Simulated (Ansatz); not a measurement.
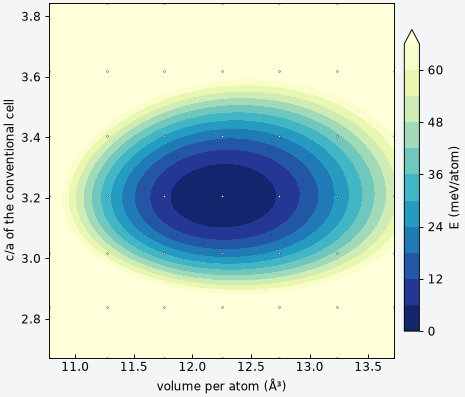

MgO (P6_3mc, No. 186; 8 atoms in the cell). The energy is mapped over volume and the cell's shape. First axis: volume per atom. Second axis: c/a of the conventional cell. Nothing is relaxed (fractional coordinates fixed). The scan uses a 7 × 7 grid. Points are written as (first, second). All energies are given in meV/atom relative to the lowest grid point. Level of theory: DFT PBE, scalar-relativistic, plane waves, PAW (Ansatz). Settings: cutoff 520 eV, k-mesh 9×9×4 in the order of the run's cell vectors, gaussian smearing 0.05 eV, no spin polarisation.

The picture shows filled contours, dots at the grid points, one colour for all values above the top of the scale. Between grid points the surface is interpolated.

**Estimate the position of the minimum and the force constants in these coordinates.**

The interpolated minimum is at volume per atom ≈ 12.25 Å³, c/a of the conventional cell ≈ 3.205. The curvatures there are about 0.47 eV/(Å³)² and 8.5 eV, with a cross term of about −0.05 eV/Å³ (per cell of 8 atoms). Round the minimum the two coordinates are nearly uncoupled.

PAW datasets: the set soft_1.
